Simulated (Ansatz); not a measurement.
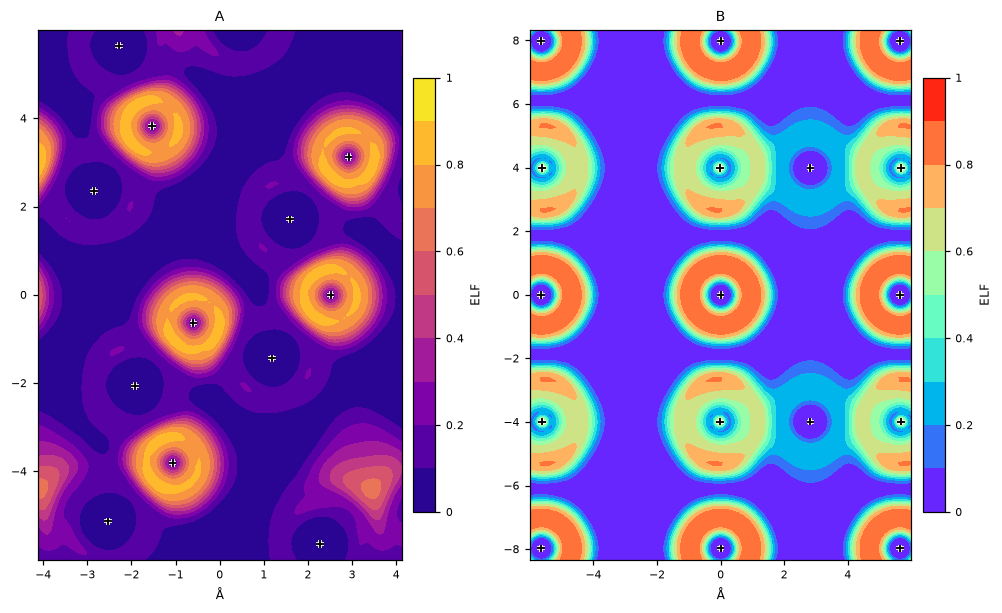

The electron localisation function of 2 systems, each on a plane through atoms (crosses mark nuclei in the plane).

Computed with Ansatz 0.2.0, DFT LDA, scalar-relativistic, plane waves, PAW.

System 1: Zn18O17 (cell with a defect), the (11̄0) plane of the calculation cell. 

```yaml
crystal:
  lattice:
    - [4.78072, 2.76015, 5.15226]
    - [-4.78072, 2.76015, 5.15226]
    - [0.00000, -5.52030, 5.15226]
  atoms:
    - { symbol: Zn, position: [0.40553, 0.40496, 0.73797] }
    - { symbol: Zn, position: [0.39072, 0.72016, 0.38749] }
    - { symbol: Zn, position: [0.72066, 0.05442, 0.72315] }
    - { symbol: Zn, position: [0.39068, 0.05448, 0.05322] }
    - { symbol: Zn, position: [0.72072, 0.39012, 0.38745] }
    - { symbol: Zn, position: [0.05501, 0.72027, 0.72318] }
    - { symbol: Zn, position: [0.72316, 0.72258, 0.05556] }
    - { symbol: Zn, position: [0.05658, 0.05613, 0.38915] }
    - { symbol: Zn, position: [0.05502, 0.39022, 0.05323] }
    - { symbol: Zn, position: [0.11420, 0.44494, 0.44678] }
    - { symbol: Zn, position: [0.11332, 0.77736, 0.11039] }
    - { symbol: Zn, position: [0.44537, 0.11373, 0.44666] }
    - { symbol: Zn, position: [0.11426, 0.11375, 0.77792] }
    - { symbol: Zn, position: [0.45088, 0.45047, 0.08257] }
    - { symbol: Zn, position: [0.77777, 0.77732, 0.44580] }
    - { symbol: Zn, position: [0.45086, 0.74952, 0.78350] }
    - { symbol: Zn, position: [0.77787, 0.11281, 0.11030] }
    - { symbol: Zn, position: [0.75019, 0.45034, 0.78337] }
    - { symbol: O, position: [0.51416, 0.84636, 0.51963] }
    - { symbol: O, position: [0.84684, 0.18655, 0.84667] }
    - { symbol: O, position: [0.51423, 0.18663, 0.17931] }
    - { symbol: O, position: [0.84682, 0.51371, 0.51956] }
    - { symbol: O, position: [0.18707, 0.84638, 0.84676] }
    - { symbol: O, position: [0.84906, 0.84856, 0.18157] }
    - { symbol: O, position: [0.18233, 0.18190, 0.51487] }
    - { symbol: O, position: [0.18711, 0.51372, 0.17939] }
    - { symbol: O, position: [0.24355, 0.56783, 0.57603] }
    - { symbol: O, position: [0.23869, 0.90407, 0.23712] }
    - { symbol: O, position: [0.56832, 0.24299, 0.57598] }
    - { symbol: O, position: [0.24356, 0.24304, 0.90084] }
    - { symbol: O, position: [0.56820, 0.56766, 0.23049] }
    - { symbol: O, position: [0.90455, 0.90403, 0.57114] }
    - { symbol: O, position: [0.56816, 0.89751, 0.90072] }
    - { symbol: O, position: [0.90460, 0.23816, 0.23703] }
    - { symbol: O, position: [0.89805, 0.56767, 0.90066] }
```

System 2: Cs2SnI6, the (101) plane of the conventional cell. Space group Fm-3m; a structure from a database of computed crystals, not necessarily the ambient phase.

```yaml
crystal:
  lattice:
    - [11.28257, 0.00000, 0.00000]
    - [0.00000, 11.28257, 0.00000]
    - [0.00000, 0.00000, 11.28257]
  atoms:
    - { symbol: Cs, position: [0.25000, 0.75000, 0.75000] }
    - { symbol: Cs, position: [0.75000, 0.25000, 0.75000] }
    - { symbol: Cs, position: [0.75000, 0.75000, 0.25000] }
    - { symbol: Cs, position: [0.25000, 0.25000, 0.25000] }
    - { symbol: Cs, position: [0.25000, 0.75000, 0.25000] }
    - { symbol: Cs, position: [0.75000, 0.25000, 0.25000] }
    - { symbol: Cs, position: [0.75000, 0.75000, 0.75000] }
    - { symbol: Cs, position: [0.25000, 0.25000, 0.75000] }
    - { symbol: Sn, position: [0.00000, 0.50000, 0.50000] }
    - { symbol: Sn, position: [0.50000, 0.00000, 0.50000] }
    - { symbol: Sn, position: [0.50000, 0.50000, 0.00000] }
    - { symbol: Sn, position: [0.00000, 0.00000, 0.00000] }
    - { symbol: I, position: [0.24758, 0.50000, 0.00000] }
    - { symbol: I, position: [0.74758, 0.00000, 0.00000] }
    - { symbol: I, position: [0.74758, 0.50000, 0.50000] }
    - { symbol: I, position: [0.24758, 0.00000, 0.50000] }
    - { symbol: I, position: [0.00000, 0.74758, 0.00000] }
    - { symbol: I, position: [0.50000, 0.24758, 0.00000] }
    - { symbol: I, position: [0.50000, 0.74758, 0.50000] }
    - { symbol: I, position: [0.00000, 0.24758, 0.50000] }
    - { symbol: I, position: [0.50000, 0.75242, 0.00000] }
    - { symbol: I, position: [0.00000, 0.25242, 0.00000] }
    - { symbol: I, position: [0.00000, 0.75242, 0.50000] }
    - { symbol: I, position: [0.50000, 0.25242, 0.50000] }
    - { symbol: I, position: [0.75242, 0.50000, 0.00000] }
    - { symbol: I, position: [0.25242, 0.00000, 0.00000] }
    - { symbol: I, position: [0.25242, 0.50000, 0.50000] }
    - { symbol: I, position: [0.75242, 0.00000, 0.50000] }
    - { symbol: I, position: [0.00000, 0.50000, 0.24758] }
    - { symbol: I, position: [0.50000, 0.00000, 0.24758] }
    - { symbol: I, position: [0.50000, 0.50000, 0.74758] }
    - { symbol: I, position: [0.00000, 0.00000, 0.74758] }
    - { symbol: I, position: [0.00000, 0.50000, 0.75242] }
    - { symbol: I, position: [0.50000, 0.00000, 0.75242] }
    - { symbol: I, position: [0.50000, 0.50000, 0.25242] }
    - { symbol: I, position: [0.00000, 0.00000, 0.25242] }
```

**Match each panel to its system.**

Panel A is system 1, Zn18O17: the plane holds Zn and O. Zn–O (1.95 Å): the ELF peaks at about 0.85 in the valence shell of O, 0.6 Å from its nucleus, and is about 0.25 at the midpoint (no shared electron pair shows on this line). Panel B is system 2, Cs2SnI6: the plane holds Cs, Sn and I. Sn–I (2.85 Å): the ELF peaks at about 0.70 in the valence shell of I, 1.2 Å from its nucleus, and is about 0.60 at the midpoint.
